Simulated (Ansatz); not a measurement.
Consider Si₄HO₈.

Input

```
crystal:
  lattice:
    - [10.64, 0.0, 0.0]
    - [-2.66, 4.607255, 0.0]
    - [0.0, 0.0, 18.0]
  atoms:
    - { symbol: Si, position: [0.166667, 0.666667, 0.642778] }
    - { symbol: Si, position: [0.166667, 0.666667, 0.41] }
    - { symbol: O, position: [0.166667, 0.666667, 0.500556] }
    - { symbol: Si, position: [0.333333, 0.333333, 0.59] }
    - { symbol: Si, position: [0.333333, 0.333333, 0.41] }
    - { symbol: O, position: [0.333333, 0.333333, 0.5] }
    - { symbol: O, position: [0.25, 0.0, 0.617222] }
    - { symbol: O, position: [0.25, 0.0, 0.382778] }
    - { symbol: O, position: [0.0, 0.5, 0.617222] }
    - { symbol: O, position: [0.0, 0.5, 0.382778] }
    - { symbol: O, position: [0.25, 0.5, 0.617222] }
    - { symbol: O, position: [0.25, 0.5, 0.382778] }
    - { symbol: Si, position: [0.666667, 0.666667, 0.59] }
    - { symbol: Si, position: [0.666667, 0.666667, 0.41] }
    - { symbol: O, position: [0.666667, 0.666667, 0.5] }
    - { symbol: Si, position: [0.833333, 0.333333, 0.59] }
    - { symbol: Si, position: [0.833333, 0.333333, 0.41] }
    - { symbol: O, position: [0.833333, 0.333333, 0.5] }
    - { symbol: O, position: [0.75, 0.0, 0.617222] }
    - { symbol: O, position: [0.75, 0.0, 0.382778] }
    - { symbol: O, position: [0.5, 0.5, 0.617222] }
    - { symbol: O, position: [0.5, 0.5, 0.382778] }
    - { symbol: O, position: [0.75, 0.5, 0.617222] }
    - { symbol: O, position: [0.75, 0.5, 0.382778] }
    - { symbol: H, position: [0.264999, 0.730146, 0.516804] }
    - { symbol: H, position: [0.166667, 0.666667, 0.724444] }
scf:
  occupations: { method: fixed }
output:
  forces: true
  write_density: true
  write_potential: true
  elf: true
  volumetric_format: npy
hamiltonian:
  xc: pbe
kpoints:
  mp_grid: { grid: [2, 4, 1] }
relax:
  f_tol: 0.01
  max_steps: 120
```

Launched as:

```sh
ansatz run input.yaml --threads 4 --pin off --max-ram 7168MiB --backend cpu --events-out ev --progress --plain --runs-dir out
```

The fields are those of the relaxed geometry.

Method: DFT PBE, scalar-relativistic, plane waves, PAW in Ansatz.

What can the converged valence pseudo-density and electron localisation function tell about the bonding?

Si–H (1.47 Å): ρ at the midpoint is about 0.81 e/Å³; the ELF peaks at about 1 between the atoms (a covalent bond by its length).
Si–O (1.63 Å): ρ at the midpoint is about 1.2 e/Å³; the ELF peaks at about 0.85 between the atoms; a shared but strongly polarised pair.

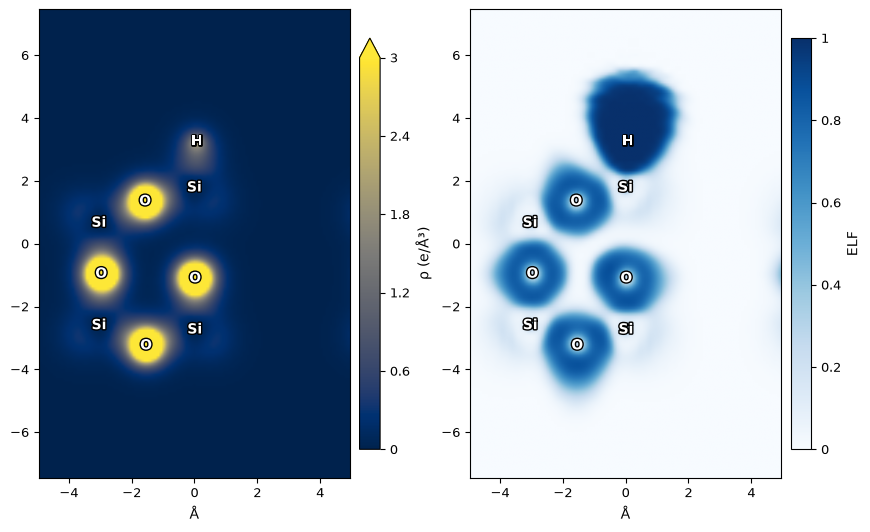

Computed valence pseudo-density and electron localisation function on the (11̄0) plane of the calculation cell, a cut from vacuum to vacuum, in this order. 

In a PAW calculation such maps are meaningful between the atoms, not at the nuclei.
